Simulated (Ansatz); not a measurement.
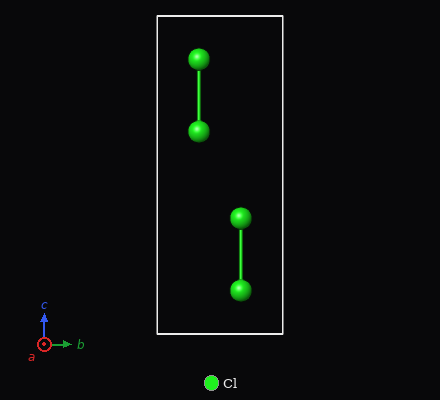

Cl (P6_3/mmc, No. 194): the end point of a relaxation with DFT PBEsol, scalar-relativistic, plane waves, PAW (Ansatz 0.2.0); the starting structure was generated, so it need not be a known form of this composition.

```xyz
4
Lattice="4.0212 0.0000 0.0000 -2.0106 3.4825 0.0000 0.0000 0.0000 8.8083" Properties=species:S:1:pos:R:3 pbc="T T T"
Cl    0.0000    2.3216    3.2040
Cl    2.0106    1.1608    7.6082
Cl    2.0106    1.1608    5.6042
Cl    0.0000    2.3216    1.2001
```

Question: What will a dark-field STEM-like image along [100] show? Simulated incoherent Z contrast: every atom adds Z^1.7 spread by a probe of 1.11 Å full width; channelling and multiple scattering are left out. The probe carries 15 % of its weight in a tail 2.5 times as wide. The display is stretched by a gamma of 0.8; percentages refer to the linear signal.

Answer: The columns repeat on a rectangular net of 3.48 × 8.81 Å (plane group p2mg). All columns are alike (Cl). The shortest distance between visible columns is 2.00 Å in projection. Along the beam the structure repeats every 4.02 Å.

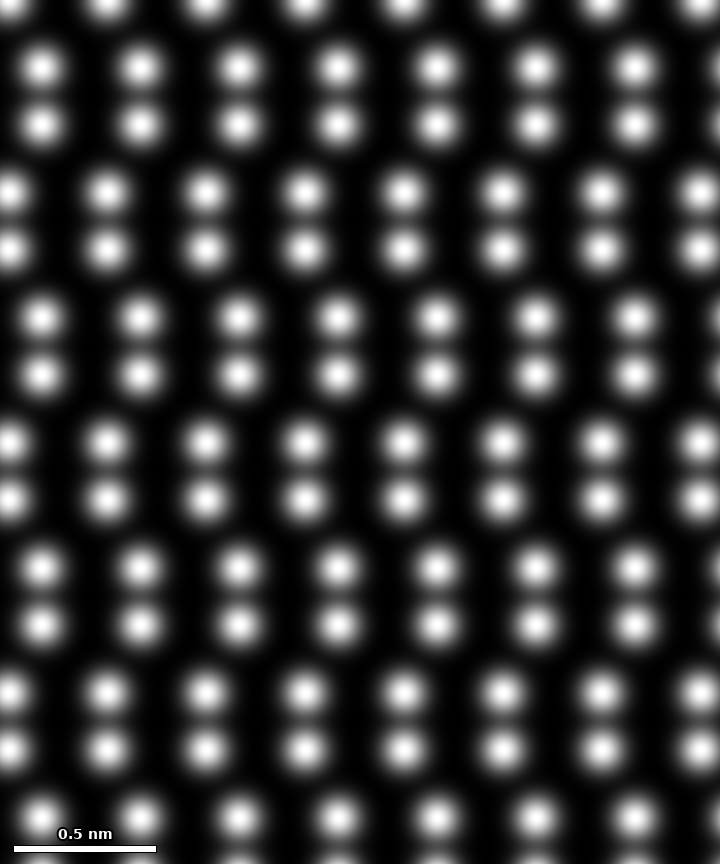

The simulated image.
